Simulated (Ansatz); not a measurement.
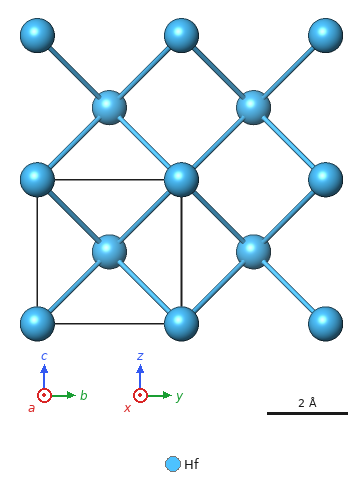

A scan of a crystal of Hf (Im-3m): the cell is strained in shear in the yz plane, with the atoms kept at their fractional coordinates. x, y and z are the Cartesian axes of the input. The picture shows the reference cell. A ball-and-stick model of the conventional cell (2 times the calculation's cell), repeated 1 × 2 × 2 with one cell outlined, seen along the a axis. Lengths and directions refer to the drawn axes.

These are results of DFT PBEsol, scalar-relativistic, plane waves, PAW in Ansatz 0.2.0, not measurements. Settings: plane-wave cutoff 420 eV; k-point mesh 18 × 18 × 18; occupations gaussian; smearing width 0.15 eV; no spin polarisation. Energies (free energies at the smearing named) are counted from the cell as listed in its source, which wasn't relaxed.

Input
```yaml
crystal:
  lattice:
    - [-1.805, 1.805, 1.805]
    - [1.805, -1.805, 1.805]
    - [1.805, 1.805, -1.805]
  atoms:
    - { symbol: Hf, position: [0.0, 0.0, 0.0] }
basis:
  ecutwfc: 420
kpoints:
  mp_grid: { grid: [18, 18, 18] }
hamiltonian:
  xc: pbesol
scf:
  occupations: { method: gaussian, width: 0.15 }
output:
  forces: true
  stress: true
  eigenvalues: true
```

Run as
```bash
ansatz run input.yaml --threads 1 --pin off --max-ram 1228MiB --backend cpu --events-out ev --progress --plain --runs-dir out
```

**Give the energy at each point (the strain: −0.0600, −0.0450, −0.0300, −0.0150, 0.0000, 0.0150, 0.0300, 0.0450, 0.0525, 0.0600).**

| engineering shear strain | E − E(ref) (meV/atom) |
| --- | --- |
| −0.0600 | 10.3 |
| −0.0450 | 5.9 |
| −0.0300 | 2.6 |
| −0.0150 | 0.7 |
| 0.0000 | 0.0 |
| 0.0150 | 0.7 |
| 0.0300 | 2.6 |
| 0.0450 | 5.9 |
| 0.0525 | 8.0 |
| 0.0600 | 10.3 |

Points that are alike by symmetry were computed once.

The lowest computed point lies at the strain 0.00 (0.0 meV/atom). At the ends of the scan the energy is 10.3 meV/atom (−0.06) and 10.3 meV/atom (0.06). The unrelaxed reference is under a pressure of −9.0 GPa. The distortion takes the space group from Im-3m to Fmmm. At the strain −0.06 the cell of the drawing goes b 3.610 → 3.612 Å, c 3.610 → 3.612 Å, α 90.0° → 93.4°.

As a plot (hollow markers are points alike by symmetry):

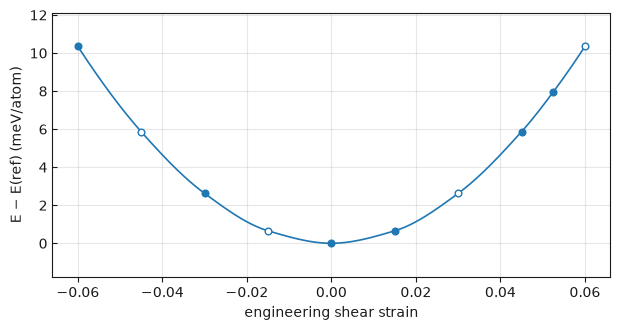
